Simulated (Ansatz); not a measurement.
Geometry relaxation of Si3N4 (part 2 of 2)

Si3N4 (P6₃/m, 14 atoms in the cell); DFT PBE+D3(BJ), scalar-relativistic, plane waves, PAW, no spin polarisation (Ansatz 0.2.0); cutoff 420 eV, 3×3×8 k-mesh, Gaussian smearing of 0.1 eV. The structure derives from an entry of the Crystallography Open Database.

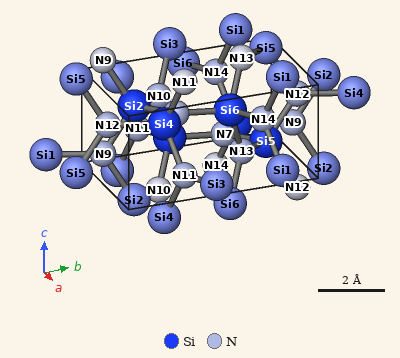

*The geometry at step 4 of the log (ball-and-stick view of the cell of the calculation, seen slightly off an axis; neighbours outside the cell are drawn fainter; atoms are numbered from 1 in the order of the input).*

Output, continued
```
--- Forces (eV/Å), atoms counted from 1 ---
  atom   1  Si     0.00841146    -0.00668727    -0.00000000
  atom   2  Si     0.00999708     0.00394091    -0.00000000
  atom   3  Si     0.00158561     0.01062818    -0.00000000
  atom   4  Si    -0.00841146     0.00668727     0.00000000
  atom   5  Si    -0.00999708    -0.00394091     0.00000000
  atom   6  Si    -0.00158561    -0.01062818     0.00000000
  atom   7  N     -0.00000000    -0.00000000    -0.00000000
  atom   8  N      0.00000000     0.00000000     0.00000000
  atom   9  N     -0.00154959    -0.00091051     0.00000000
  atom  10  N      0.00001373    -0.00179724     0.00000000
  atom  11  N      0.00156332    -0.00088673    -0.00000000
  atom  12  N      0.00154959     0.00091051    -0.00000000
  atom  13  N     -0.00001373     0.00179724     0.00000000
  atom  14  N     -0.00156332     0.00088673     0.00000000
  max |Σ_I F_I| component: 4.34e-18 eV/Å
--- Stress (GPa, compression-positive) ---
        0.016284      -0.000000      -0.000000
        0.000000       0.016284       0.000000
       -0.000000       0.000000       0.010935
  P = ⅓ Tr σ = 0.0145 GPa (0.145 kbar)
--- Band table (eV; the first three rows and the last of 15) ---
  k-point 0: bands = ["-9.9594", "-8.5036", "-8.5036", "-7.8710", "-7.7359", "-7.7359", "-6.4936", "-6.1903", "0.1578", "0.1578", "0.2426", "0.8931", "0.8931", "2.4160", "2.4160", "3.2769", "3.6661", "4.1893", "4.1893", "4.3493", "4.3493", "4.9131", "4.9131", "4.9591", "5.4519", "6.6955", "6.6955", "6.9429", "6.9429", "7.7614", "7.8368", "8.0270", "12.5409", "12.9315", "13.1050", "13.1050", "13.4184", "13.4184", "14.1524", "15.6784", "16.2155", "16.2155", "16.9069", "17.7458", "17.7458", "18.0000"]
  k-point 1: bands = ["-9.7726", "-8.3356", "-8.3356", "-7.7413", "-7.5914", "-7.5914", "-6.4203", "-6.1637", "0.1773", "0.1773", "0.3636", "0.9212", "0.9212", "2.4808", "2.4808", "2.8981", "3.2844", "3.6635", "3.6635", "3.7397", "3.7397", "4.7184", "4.8299", "4.8299", "4.8791", "6.6556", "6.6556", "6.9744", "6.9744", "7.1508", "7.3245", "8.2127", "13.5601", "13.6693", "13.9587", "13.9587", "13.9838", "13.9838", "14.4712", "15.7512", "16.0168", "16.0168", "17.2891", "17.3136", "17.3136", "17.4400"]
  k-point 2: bands = ["-9.2343", "-7.8666", "-7.8666", "-7.4028", "-7.2110", "-7.2110", "-6.2506", "-6.1650", "-0.0554", "-0.0554", "0.6648", "0.6648", "0.6816", "1.5488", "2.4536", "2.4536", "2.7410", "2.7777", "2.7777", "3.2061", "3.2061", "3.6649", "4.6373", "4.7760", "4.7760", "6.0392", "6.5555", "6.5555", "6.6459", "6.9113", "6.9113", "8.1576", "13.9130", "13.9130", "14.7805", "14.9513", "14.9513", "15.1949", "15.4107", "15.9373", "15.9373", "16.1175", "16.1343", "16.1343", "16.6868", "17.1091"]
  k-point 14: bands = ["-7.4470", "-7.4470", "-6.8551", "-6.8551", "-6.8352", "-6.8352", "-6.1752", "-6.1752", "-0.8939", "-0.8939", "-0.2713", "-0.2713", "-0.0290", "-0.0290", "1.7469", "1.7469", "2.0524", "2.0524", "3.4054", "3.4054", "3.6516", "3.6516", "3.8835", "3.8835", "5.4976", "5.4976", "6.3372", "6.3372", "6.8366", "6.8366", "7.1149", "7.1149", "13.2361", "13.2361", "14.0641", "14.0641", "14.3762", "14.3762", "14.6130", "14.6130", "14.8265", "14.8265", "15.8470", "15.8470", "17.2471", "17.2471"]
--- Relaxed structure (5 steps of the walk, 5 accepted, 1 SCFs on fresh bases) ---
  F+E_penalty+E_count = -6905.36003843 eV   max|allowed force component| = 1.063e-2 eV/Å   (the final SCF, on the basis selected at the relaxed cell)
  cell:  # Å, volume = 146.3622 Å³
    - [7.619052655873816, 5.3144102792971626e-20, -7.981709339003719e-33]
    - [-3.809526327936908, 6.59829315275802, 6.030105031383302e-19]
    - [-3.059082927333939e-33, 2.6609023324214904e-19, 2.911363677776508]
  atoms:
    - { symbol: Si, position: [0.17411974479316097, 0.7679185576338997, 0.24999999999999997] }
    - { symbol: Si, position: [0.40620118715926123, 0.17411974479316097, 0.7499999999999999] }
    - { symbol: Si, position: [0.23208144236610037, 0.40620118715926135, 0.24999999999999997] }
    - { symbol: Si, position: [0.825880255206839, 0.23208144236610037, 0.7499999999999999] }
    - { symbol: Si, position: [0.5937988128407387, 0.8258802552068392, 0.24999999999999997] }
    - { symbol: Si, position: [0.7679185576338998, 0.5937988128407388, 0.7499999999999999] }
    - { symbol: N, position: [0.33333333333333337, 0.6666666666666669, 0.24999999999999997] }
    - { symbol: N, position: [0.6666666666666667, 0.33333333333333337, 0.7499999999999999] }
    - { symbol: N, position: [0.3299556008856815, 0.02994275737877143, 0.24999999999999997] }
    - { symbol: N, position: [0.30001284350691004, 0.32995560088568154, 0.7499999999999999] }
    - { symbol: N, position: [0.9700572426212286, 0.3000128435069101, 0.24999999999999997] }
    - { symbol: N, position: [0.6700443991143186, 0.9700572426212286, 0.7499999999999999] }
    - { symbol: N, position: [0.69998715649309, 0.6700443991143187, 0.24999999999999997] }
    - { symbol: N, position: [0.029942757378771445, 0.69998715649309, 0.7499999999999999] }
```

Trajectory as extended XYZ (Å, eV, eV/Å), 6 frames, from step=1 to step=6
```
14
Lattice="7.6093 0.0000 0.0000 -3.8047 6.5898 0.0000 0.0000 0.0000 2.9079" Properties=species:S:1:pos:R:3:forces:R:3 step=1 energy=-6904.99122 pressure_GPa=2.36
Si   -1.5957    5.0597    0.7270    0.5124   1.2079   0.0000
Si    2.4297    1.1480    2.1809   -0.7899   1.0477   0.0000
Si    0.2207    2.6781    0.7270   -1.3023  -0.1602   0.0000
Si    5.4003    1.5302    2.1809   -0.5124  -1.2079   0.0000
Si    1.3750    5.4419    0.7270    0.7899  -1.0477   0.0000
Si    3.5840    3.9117    2.1809    1.3023   0.1602   0.0000
N     0.0000    4.3932    0.7270    0.0000   0.0000   0.0000
N     3.8047    2.1966    2.1809    0.0000   0.0000   0.0000
N     2.3551    0.2570    0.7270    0.3708  -1.7217   0.0000
N     0.9550    2.1681    2.1809    1.6764  -0.5397   0.0000
N     6.2092    1.9111    0.7270    1.3056   1.1820   0.0000
N     1.4496    6.3328    2.1809   -0.3708   1.7217   0.0000
N     2.8497    4.4218    0.7270   -1.6764   0.5397   0.0000
N    -2.4045    4.6788    2.1809   -1.3056  -1.1820   0.0000
14
Lattice="7.6042 0.0000 0.0000 -3.8021 6.5854 0.0000 0.0000 0.0000 2.9123" Properties=species:S:1:pos:R:3:forces:R:3 step=2 energy=-6905.21117 pressure_GPa=1.20
Si   -1.6064    5.0332    0.7281    0.4796   0.8598   0.0000
Si    2.4421    1.1254    2.1842   -0.5048   0.8453   0.0000
Si    0.2464    2.6776    0.7281   -0.9844  -0.0146   0.0000
Si    5.4085    1.5522    2.1842   -0.4796  -0.8598   0.0000
Si    1.3600    5.4600    0.7281    0.5048  -0.8453   0.0000
Si    3.5557    3.9078    2.1842    0.9844   0.0146   0.0000
N     0.0000    4.3903    0.7281    0.0000   0.0000   0.0000
N     3.8021    2.1951    2.1842    0.0000   0.0000   0.0000
N     2.3844    0.2166    0.7281    0.0831  -1.1482   0.0000
N     1.0046    2.1733    2.1842    1.0359  -0.5021   0.0000
N     6.2244    1.9566    0.7281    0.9528   0.6460   0.0000
N     1.4177    6.3688    2.1842   -0.0831   1.1482   0.0000
N     2.7975    4.4122    0.7281   -1.0359   0.5021   0.0000
N    -2.4223    4.6288    2.1842   -0.9528  -0.6460   0.0000
14
Lattice="7.6123 0.0000 0.0000 -3.8061 6.5924 0.0000 0.0000 0.0000 2.9132" Properties=species:S:1:pos:R:3:forces:R:3 step=3 energy=-6905.34845 pressure_GPa=-0.07
Si   -1.6089    5.0423    0.7283    0.1823   0.1437   0.0000
Si    2.4411    1.1278    2.1849   -0.0333   0.2297   0.0000
Si    0.2439    2.6780    0.7283   -0.2156   0.0860   0.0000
Si    5.4150    1.5502    2.1849   -0.1823  -0.1437   0.0000
Si    1.3650    5.4646    0.7283    0.0333  -0.2297   0.0000
Si    3.5623    3.9145    2.1849    0.2156  -0.0860   0.0000
N     0.0000    4.3949    0.7283    0.0000   0.0000   0.0000
N     3.8061    2.1975    2.1849    0.0000   0.0000   0.0000
N     2.4016    0.1843    0.7283   -0.0324  -0.1273   0.0000
N     1.0413    2.1720    2.1849    0.0940  -0.0917   0.0000
N     6.2519    1.9878    0.7283    0.1264   0.0355   0.0000
N     1.4045    6.4082    2.1849    0.0324   0.1273   0.0000
N     2.7649    4.4204    0.7283   -0.0940   0.0917   0.0000
N    -2.4457    4.6047    2.1849   -0.1264  -0.0355   0.0000
14
Lattice="7.6335 0.0000 0.0000 -3.8167 6.6108 0.0000 0.0000 0.0000 2.9043" Properties=species:S:1:pos:R:3:forces:R:3 step=4 energy=-6905.35200 pressure_GPa=-0.21
Si   -1.5937    5.0803    0.7261   -0.1730   0.0366   0.0000
Si    2.4369    1.1600    2.1783   -0.1182  -0.1315   0.0000
Si    0.2139    2.6904    0.7261    0.0548  -0.1681   0.0000
Si    5.4105    1.5305    2.1783    0.1730  -0.0366   0.0000
Si    1.3798    5.4508    0.7261    0.1182   0.1315   0.0000
Si    3.6028    3.9204    2.1783   -0.0548   0.1681   0.0000
N     0.0000    4.4072    0.7261    0.0000   0.0000   0.0000
N     3.8167    2.2036    2.1783    0.0000   0.0000   0.0000
N     2.4082    0.2013    0.7261   -0.0113   0.0077   0.0000
N     1.0297    2.1862    2.1783   -0.0123  -0.0060   0.0000
N     6.2550    1.9849    0.7261   -0.0010  -0.0136   0.0000
N     1.4085    6.4095    2.1783    0.0113  -0.0077   0.0000
N     2.7870    4.4246    0.7261    0.0123   0.0060   0.0000
N    -2.4383    4.6259    2.1783    0.0010   0.0136   0.0000
14
Lattice="7.6191 0.0000 0.0000 -3.8095 6.5983 0.0000 0.0000 0.0000 2.9114" Properties=species:S:1:pos:R:3:forces:R:3 step=5 energy=-6905.35802 pressure_GPa=-0.01
Si   -1.5988    5.0670    0.7278    0.0083  -0.0066   0.0000
Si    2.4316    1.1489    2.1835    0.0099   0.0039   0.0000
Si    0.2208    2.6802    0.7278    0.0016   0.0105   0.0000
Si    5.4083    1.5313    2.1835   -0.0083   0.0066   0.0000
Si    1.3780    5.4494    0.7278   -0.0099  -0.0039   0.0000
Si    3.5887    3.9181    2.1835   -0.0016  -0.0105   0.0000
N     0.0000    4.3989    0.7278    0.0000   0.0000   0.0000
N     3.8095    2.1994    2.1835    0.0000   0.0000   0.0000
N     2.3999    0.1976    0.7278   -0.0015  -0.0008   0.0000
N     1.0288    2.1771    2.1835   -0.0001  -0.0017   0.0000
N     6.2480    1.9796    0.7278    0.0015  -0.0009   0.0000
N     1.4096    6.4007    2.1835    0.0015   0.0008   0.0000
N     2.7807    4.4211    0.7278    0.0001   0.0017   0.0000
N    -2.4385    4.6187    2.1835   -0.0015   0.0009   0.0000
14
Lattice="7.6191 0.0000 0.0000 -3.8095 6.5983 0.0000 0.0000 0.0000 2.9114" Properties=species:S:1:pos:R:3:forces:R:3 step=6 energy=-6905.36004 pressure_GPa=0.01
Si   -1.5988    5.0670    0.7278    0.0084  -0.0067   0.0000
Si    2.4316    1.1489    2.1835    0.0100   0.0039   0.0000
Si    0.2208    2.6802    0.7278    0.0016   0.0106   0.0000
Si    5.4083    1.5313    2.1835   -0.0084   0.0067   0.0000
Si    1.3780    5.4494    0.7278   -0.0100  -0.0039   0.0000
Si    3.5887    3.9181    2.1835   -0.0016  -0.0106   0.0000
N     0.0000    4.3989    0.7278    0.0000   0.0000   0.0000
N     3.8095    2.1994    2.1835    0.0000   0.0000   0.0000
N     2.3999    0.1976    0.7278   -0.0015  -0.0009   0.0000
N     1.0288    2.1771    2.1835    0.0000  -0.0018   0.0000
N     6.2480    1.9796    0.7278    0.0016  -0.0009   0.0000
N     1.4096    6.4007    2.1835    0.0015   0.0009   0.0000
N     2.7807    4.4211    0.7278    0.0000   0.0018   0.0000
N    -2.4385    4.6187    2.1835   -0.0016   0.0009   0.0000
```

This output came from the following input.

Input
```yaml
crystal:
  lattice:
    - [7.6093012536, 0.0, 0.0]
    - [-3.8046506268, 6.5898481906, 0.0]
    - [0.0, 0.0, 2.9079]
  atoms:
    - { symbol: Si, position: [0.1742, 0.7678, 0.25] }
    - { symbol: Si, position: [0.4064, 0.1742, 0.75] }
    - { symbol: Si, position: [0.2322, 0.4064, 0.25] }
    - { symbol: Si, position: [0.8258, 0.2322, 0.75] }
    - { symbol: Si, position: [0.5936, 0.8258, 0.25] }
    - { symbol: Si, position: [0.7678, 0.5936, 0.75] }
    - { symbol: "N", position: [0.3333333333, 0.6666666667, 0.25] }
    - { symbol: "N", position: [0.6666666667, 0.3333333333, 0.75] }
    - { symbol: "N", position: [0.329, 0.039, 0.25] }
    - { symbol: "N", position: [0.29, 0.329, 0.75] }
    - { symbol: "N", position: [0.961, 0.29, 0.25] }
    - { symbol: "N", position: [0.671, 0.961, 0.75] }
    - { symbol: "N", position: [0.71, 0.671, 0.25] }
    - { symbol: "N", position: [0.039, 0.71, 0.75] }
basis:
  ecutwfc: 420
kpoints:
  mp_grid: { grid: [3, 3, 8] }
hamiltonian:
  xc: pbe
  dispersion: d3bj
scf:
  occupations: { method: gaussian, width: 0.1 }
output:
  forces: true
  stress: true
  eigenvalues: true
relax:
  adjacent_minimum: "off"
  f_tol: 0.05
  max_steps: 80
  cell: { stress_tol: 0.5 }
```

Launched with:
```bash
ansatz run input.yaml --threads 4 --pin off --max-ram 10240MiB --backend cpu --events-out ev --progress --plain --runs-dir out
```

Key numbers

| quantity | value |
| --- | --- |
| outcome | converged |
| space group (tolerance 0.01 Å) | P6₃/m (176) |
| electrons treated | 64 |
| free energy | −6905.3600 eV |
| Fermi energy | 10.378 eV |
| gap on the k-point mesh | 4.33 eV |
| pressure | 0.01 GPa |
| final volume | 146.36 Å³ |
| largest force (length of the vector) at the end | 0.011 eV/Å |
| final cell | a = 7.619 Å, b = 7.619 Å, c = 2.911 Å, α = 90.00°, β = 90.00°, γ = 120.00° |
| hardware | 4 threads of AMD EPYC 7571, 32 GiB of memory available, shared host |
| wall time | 25 s (CPU time 94 s) |
| peak memory | 0.62 GiB |
